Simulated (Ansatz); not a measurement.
Consider this structure, Ni.

Space group I4_1/amd:1 (No. 141). a = 4.397 Å, b = 4.397 Å, c = 2.393 Å, α = 90.00°, β = 90.00°, γ = 90.00°
```tsv
atom	site	symmetry	x	y	z
Ni	4a	-4m2	0.0000	0.0000	0.0000
```

Basis of the simulation: coordinates from a relaxation with DFT r2SCAN, scalar-relativistic, plane waves, PAW in Ansatz; the starting structure was generated, so it need not be a known form of this composition.

Question: Predict the first 3 clear peaks of the X-ray G(r) with σ = 0.07 Å, and name the atom pairs.

Answer: 1. 2.30 Å: Ni–Ni at 2.28–2.39 Å
2. 2.84 Å: Ni–Ni at 2.84 Å
3. 3.33 Å: Ni–Ni at 3.33 Å

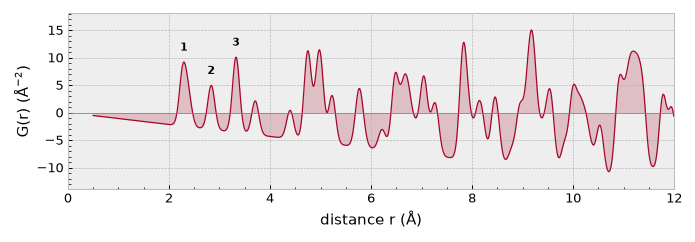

Computed X-ray G(r), with each pair weighted by the product of the atomic numbers (X-ray weights at Q = 0) and a uniform peak width σ = 0.07 Å. No termination ripples are included.
